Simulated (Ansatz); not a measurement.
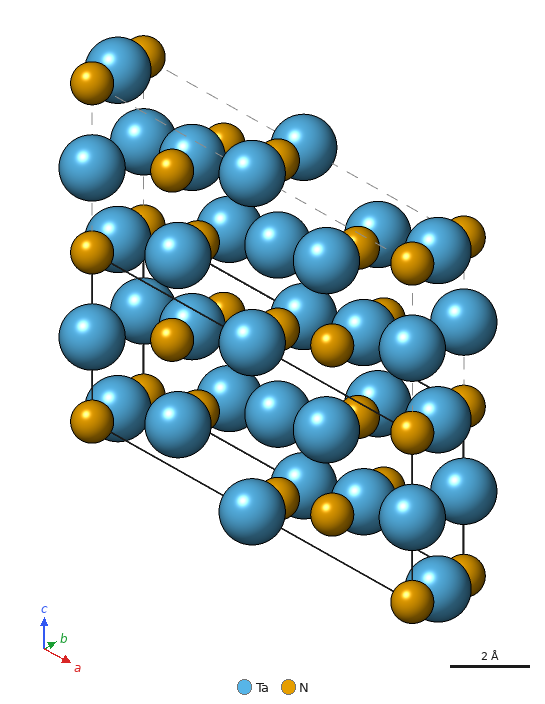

Crystal structure, spheres-only style, seen slightly off an axis. The conventional unit cell (solid box) is repeated to 1×1×2 cells. Cell: a = 9.575 Å, b = 4.380 Å, c = 4.380 Å, α = 90.00°, β = 116.36°, γ = 90.00°.

Caption:

It has the composition Ta$_{4}$N$_{3}$. Its lattice is base-centred monoclinic, its space group C2/m (No. 12). It has 14 atoms to the cell (8 Ta, 6 N).

The model was built from a structure listed in the Materials Project. The cell was then strained or its atoms displaced on purpose. It was run through Ansatz as a DFT input.
